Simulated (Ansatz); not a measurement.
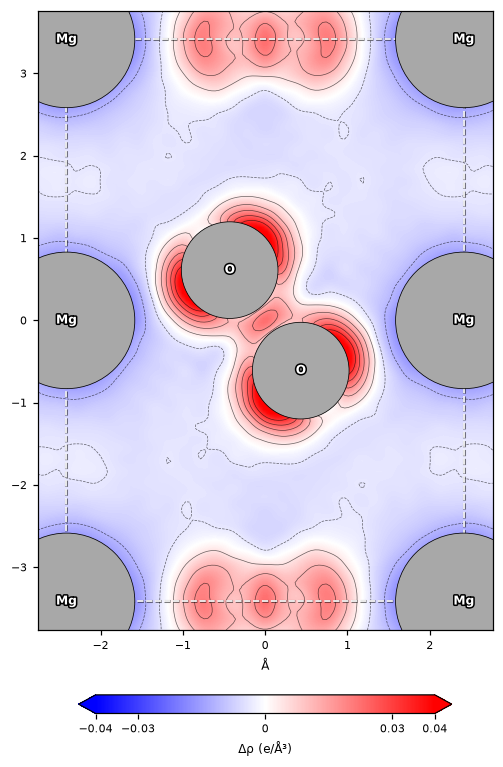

MgO2. Difference of the valence pseudo-densities of two functionals at the same geometry, on the (101) plane of the calculation cell: r2SCAN less LDA.

Both computed with Ansatz (plane waves, PAW), on the same k-point mesh. Grey discs cover the atomic cores.

```yaml
crystal:
  lattice:
    - [4.82861, 0.00000, 0.00000]
    - [0.00000, 4.82861, 0.00000]
    - [0.00000, 0.00000, 4.82861]
  atoms:
    - { symbol: Mg, position: [0.00000, 0.00000, 0.00000] }
    - { symbol: Mg, position: [0.50000, 0.00000, 0.50000] }
    - { symbol: Mg, position: [0.50000, 0.50000, 0.00000] }
    - { symbol: Mg, position: [0.00000, 0.50000, 0.50000] }
    - { symbol: O, position: [0.58942, 0.91058, 0.08942] }
    - { symbol: O, position: [0.91058, 0.08942, 0.58942] }
    - { symbol: O, position: [0.08942, 0.58942, 0.91058] }
    - { symbol: O, position: [0.41058, 0.41058, 0.41058] }
    - { symbol: O, position: [0.58942, 0.58942, 0.58942] }
    - { symbol: O, position: [0.91058, 0.41058, 0.08942] }
    - { symbol: O, position: [0.08942, 0.91058, 0.41058] }
    - { symbol: O, position: [0.41058, 0.08942, 0.91058] }
```

Question: Where does the change of functional move the electrons?

Answer: Against LDA, r2SCAN gives less density around Mg (−0.008 e/Å³ on average at 1.0 Å from the nucleus), more density around O (+0.018 e/Å³ on average at 0.7 Å from the nucleus), less density in the space between the atoms (−0.004 e/Å³ on average) and a change of +0.023 e/Å³ at the midpoint of O–O and −0.006 e/Å³ at the midpoint of Mg–O.
